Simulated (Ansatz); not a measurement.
**WSi2: one change and its effect**

System: WSi2 (I4/mmm, 3 atoms in the cell).
Method of run 1: DFT, PBE, all-electron PAW with datasets made for the crystal, scalar-relativistic, no spin polarisation (Ansatz 0.2.0).

Text and figures count atoms from 1; the logs count them from 0 in places.

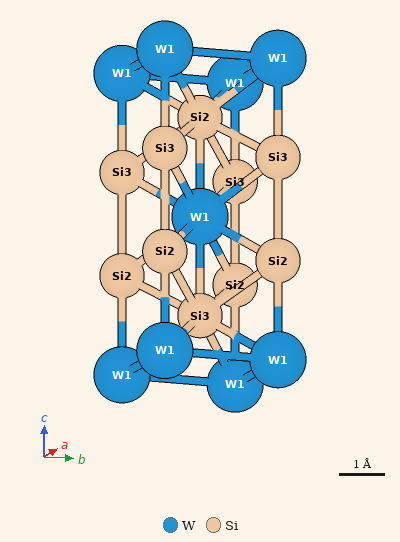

The structure (ball-and-stick view of the cell 2 times as large as that of the calculation, set on its symmetry axes, seen at an oblique angle; atoms are numbered from 1 in the order of the input).

**The input, run 1**
```yaml
crystal:
  lattice:
    - [-1.3556999766, 1.3556999766, 3.4592873773]
    - [1.3556999766, -1.3556999766, 3.4592873773]
    - [1.3556999766, 1.3556999766, -3.4592873773]
  atoms:
    - { symbol: W, position: [0.0, 0.0, 0.0] }
    - { symbol: Si, position: [0.3286846634, 0.3286846634, 0.0] }
    - { symbol: Si, position: [-0.3286846634, -0.3286846634, 0.0] }
kpoints:
  mp_grid: { grid: [14, 14, 14] }
scf:
  occupations: { method: fermi_dirac, width: 0.1 }
hamiltonian:
  xc: pbe
  pseudopotentials: { kind: all_electron, datasets: crystal }
output:
  forces: true
  stress: true
  eigenvalues: true
```

Launched with:
```bash
ansatz run input.yaml --threads 1 --pin off --max-ram 3072MiB --backend cpu --events-out ev --progress --plain --runs-dir out
```

Hardware: 1 thread of AMD EPYC (Zen 3), 32 GiB of memory available, shared host.

**Output, shortened to warnings, some set-up lines, iterations and results (run 1)**
```
Basis set: ecut = 340 eV, 347 PW (Γ), FFT grids on a1+a3, a2+a3, a3, exchange–correlation on 36×36×48 points (8 copies of the dense FFT grid, shifted against one another)
Symmetry: 16 space group operations
k-points: 244 of 2744
Initial density: superposition of atomic densities (neutral atoms: chi_scale 0, normalization atom)
[...]
SCF iter   1: F=—  HF=-454978.997200 eV  |F-HF|=—  |Δ(HF+E_count)|=         —  Δρ=7.88e-2  dr2=1.54e0  ethr=6.49e-3  ⟨swp⟩=3.1  Hψ=21939  notcnv=0
SCF iter   2: F=—  HF=-454978.736299 eV  |F-HF|=—  |Δ(HF+E_count)|=   2.61e-1  Δρ=4.21e-2  dr2=3.26e-1  ethr=6.49e-3  ⟨swp⟩=2.5  Hψ=7498  notcnv=0
SCF iter   3: F=—  HF=-454978.706917 eV  |F-HF|=—  |Δ(HF+E_count)|=   2.94e-2  Δρ=1.11e-2  dr2=3.36e-2  ethr=1.27e-4  ⟨swp⟩=2.6  Hψ=18196  notcnv=0  defer=11
SCF iter   4: F=—  HF=-454978.704832 eV  |F-HF|=—  |Δ(HF+E_count)|=   2.09e-3  Δρ=3.77e-3  dr2=3.04e-3  ethr=5.90e-5  ⟨swp⟩=3.0  Hψ=7923  notcnv=0  defer=2
SCF iter   5: F=—  HF=-454978.703951 eV  |F-HF|=—  |Δ(HF+E_count)|=   8.81e-4  Δρ=1.68e-3  dr2=5.72e-4  ethr=5.33e-6  ⟨swp⟩=3.0  Hψ=9509  notcnv=0
SCF iter   6: F=—  HF=-454978.703751 eV  |F-HF|=—  |Δ(HF+E_count)|=   2.00e-4  Δρ=4.80e-4  dr2=3.22e-5  ethr=1.00e-6  ⟨swp⟩=3.0  Hψ=11077  notcnv=0
SCF iter   7: F=—  HF=-454978.703731 eV  |F-HF|=—  |Δ(HF+E_count)|=   2.02e-5  Δρ=1.60e-4  dr2=4.39e-6  ethr=5.65e-8  ⟨swp⟩=3.0  Hψ=7069  notcnv=0  defer=2
SCF iter   8: F=-454978.703728 eV  HF=-454978.703728 eV  |F-HF|=2.45e-8  |Δ(HF+E_count)|=   2.30e-6  Δρ=1.71e-5  dr2=4.90e-8  ethr=7.70e-9  ⟨swp⟩=3.0  Hψ=8701  notcnv=0
SCF 1 converged in 8 iterations: F = -454978.703733 eV  dr2 = 4.90e-8
  Residual-converged pass: ⟨swp⟩=3.8  Hψ=9041  notcnv=0  max |occ|·‖R‖ = 6.5e-6 eV (tolerance 6.5e-6 eV)  dr2=4.57e-8  dr2_onsite=2.57e-8  max |Δocc| = 3.6e-9
SCF converged after 8 iterations
Free energy (F): -454978.703733 eV
Harris-Foulkes:  -454978.703733 eV  (|F-HF|=2.45e-8)
Internal energy: -454978.696619 eV  (E = F + TS)
E sigma→0 (E₀):  -454978.700176 eV
Entropy (-TS):   -0.007114 eV (-2.371 meV/atom)
Past the cutoff: the bands carry plane waves up to 1.75 times it, of which those up to 1.5 times it add -0.000174 eV an atom, each by itself; the spheres take 0.000096 eV an atom off the energy for waves past 1.75 times it
By the cutoff:   a pressure is off by up to 0.010 GPa (1.2 times the spheres' own share and the shells' term, over an atom's volume, and 0.004 GPa: a bound that held against runs at twice the plane waves)
Past the cutoffs: a stress includes 0.0084 GPa for waves and charges beyond them, in addition to the slope of what the spheres take
In the spheres:  the bands' charges fall short by 3.3e-7 e at most (sound up to 1e-3), those of shells solved beside the bands by 4.8e-7 e (sound up to 5e-4)
Fermi energy:    33.507959 eV
--- Per-component energies (eV) ---
  E_band       = 263.882003
  E_kinetic    = 440.303354
  E_local      = -5218.464017  (includes V_loc(G=0)·N_el)
  E_nonlocal   = 93.032322
  E_hartree    = 2865.915066
  E_xc         = -231.436037
  E_vxc        = -286.334983  (∫ρ·V_xc dr)
  E_paw        = -466710.543105  (= ΣΔE_a)
  E_vpaw       = -24355.690052  (= ΣTr[D̂ρ^β])
  E_ewald      = -10076.696090
  E_smearing   = -0.007114  (= −TS)
  E_closure    = 23859.191887  (closes the sum)
  Σ components = -454978.703733   (vs F -454978.703733, Δ=0.00e0)
  The terms above E_closure are by the made datasets' own strengths, without shells solved beside the bands.
--- Forces (eV/Å), atoms counted from 1 ---
  atom   1  W      0.00000000     0.00000000     0.00000000
  atom   2  Si     0.00000000    -0.00000000     0.03664840
  atom   3  Si     0.00000000    -0.00000000    -0.03664840
  max |Σ_I F_I| component: 9.71e-17 eV/Å
--- Stress (GPa, compression-positive) ---
      279.992712       0.000000       0.000000
        0.000000     279.992712       0.000000
        0.000000       0.000000     279.558828
  P = ⅓ Tr σ = 279.8481 GPa (2798.481 kbar)
  It holds what live shells' own plane waves past their cutoff add
```

Run 2 used a changed input.

**The two runs side by side**

```tsv
quantity	run 1	run 2
outcome	converged	converged
free energy per atom (eV)	−151659.5679	−762.0710
energy per atom, smearing taken to zero (eV)	−151659.5667	−762.0699
pressure (GPa)	279.85	280.96
largest force (eV/Å)	0.037	0.015
SCF iterations	8	6
irreducible k-points	244	244
plane waves at Γ	347	1805
wall time (shared host)	59 s	12 s
```

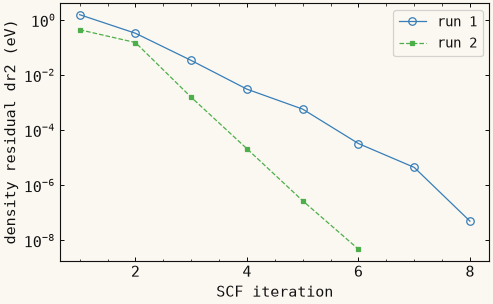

Convergence of the two runs: density residual dr2 against the SCF iteration. Run 1 takes 8 iterations in all, and run 2 takes 6.

Which change of the input explains these differences?

The change (lines with − go, lines with + come):
```diff
-  pseudopotentials: { kind: all_electron, datasets: crystal }
+  pseudopotentials: { kind: nc }
```

The total energies belong to different models, so their difference says nothing on which is more stable or more accurate. The pressure goes from 279.85 to 280.96 GPa. The largest force goes from 0.037 to 0.015 eV/Å. The SCF takes 6 iterations against 8. The plane waves at Γ go from 347 to 1805. On the same kind of shared host run 2 took about 0.2 times as long. The two runs start from different initial densities, which also moves the count.

**Output, shortened to warnings, some set-up lines, iterations and results (run 2)**
```
Basis set: ecut = 1006.821291 eV, 1805 PW (Γ), FFT grids on a1+a3, a2+a3, a3, exchange–correlation on 60×60×90 points (8 copies of the dense FFT grid, shifted against one another)
Symmetry: 16 space group operations
k-points: 244 of 2744
Initial density: superposition of atomic densities (chi_scale 0.1, normalization cell, long waves kept (reshape's long-wave potential 0.00 eV rms))
[...]
SCF iter   1: F=—  HF=-2286.368118 eV  |F-HF|=—  |Δ(HF+E_count)|=         —  Δρ=5.47e-2  dr2=4.36e-1  ethr=3.10e-3  ⟨swp⟩=6.1  Hψ=23428  notcnv=0
SCF iter   2: F=—  HF=-2286.267307 eV  |F-HF|=—  |Δ(HF+E_count)|=   1.01e-1  Δρ=3.28e-2  dr2=1.50e-1  ethr=1.98e-3  ⟨swp⟩=1.9  Hψ=6014  notcnv=0
SCF iter   3: F=—  HF=-2286.213685 eV  |F-HF|=—  |Δ(HF+E_count)|=   5.36e-2  Δρ=3.12e-3  dr2=1.55e-3  ethr=6.81e-4  ⟨swp⟩=3.0  Hψ=7265  notcnv=0
SCF iter   4: F=—  HF=-2286.213131 eV  |F-HF|=—  |Δ(HF+E_count)|=   5.54e-4  Δρ=4.57e-4  dr2=2.09e-5  ethr=7.05e-6  ⟨swp⟩=2.0  Hψ=5358  notcnv=0
SCF iter   5: F=—  HF=-2286.213130 eV  |F-HF|=—  |Δ(HF+E_count)|=   1.04e-6  Δρ=4.08e-5  dr2=2.69e-7  ethr=9.52e-8  ⟨swp⟩=2.2  Hψ=6389  notcnv=0
SCF iter   6: F=-2286.213130 eV  HF=-2286.213130 eV  |F-HF|=1.88e-9  |Δ(HF+E_count)|=   7.98e-8  Δρ=5.70e-6  dr2=4.71e-9  ethr=4.55e-10  ⟨swp⟩=7.1  Hψ=20716  notcnv=0
SCF 1 converged in 6 iterations: F = -2286.213130 eV  dr2 = 4.71e-9
SCF converged after 6 iterations
Free energy (F): -2286.213130 eV
Harris-Foulkes:  -2286.213130 eV  (|F-HF|=1.88e-9)
Internal energy: -2286.206025 eV  (E = F + TS)
E sigma→0 (E₀):  -2286.209577 eV
Entropy (-TS):   -0.007105 eV (-2.368 meV/atom)
Fermi energy:    27.458548 eV
--- Per-component energies (eV) ---
  E_band       = 131.283277
  E_kinetic    = 716.096059
  E_local      = -1146.651478  (includes V_loc(G=0)·N_el)
  E_nonlocal   = 397.441845
  E_hartree    = 299.629119
  E_xc         = -563.149745
  E_vxc        = -434.860583  (∫ρ·V_xc dr)
  E_ewald      = -1989.571824
  E_smearing   = -0.007105  (= −TS)
  E_closure    = 0.000000  (closes the sum)
  Σ components = -2286.213130   (vs F -2286.213130, Δ=0.00e0)
--- Forces (eV/Å), atoms counted from 1 ---
  atom   1  W      0.00000000    -0.00000000     0.00000000
  atom   2  Si     0.00000000     0.00000000    -0.01488888
  atom   3  Si     0.00000000     0.00000000     0.01488888
  max |Σ_I F_I| component: 2.78e-17 eV/Å
--- Stress (GPa, compression-positive) ---
      281.113710       0.000000      -0.000000
        0.000000     281.113710       0.000000
        0.000000       0.000000     280.663865
  P = ⅓ Tr σ = 280.9638 GPa (2809.638 kbar)
```

For both runs: Spin–orbit coupling is left out, which matters for W. For run 1: Warnings: some printed levels are not accurate. The cell is under a pressure of 280 GPa at this level, so it is not at its equilibrium volume. For run 2: The cell is under a pressure of 281 GPa at this level, so it is not at its equilibrium volume.
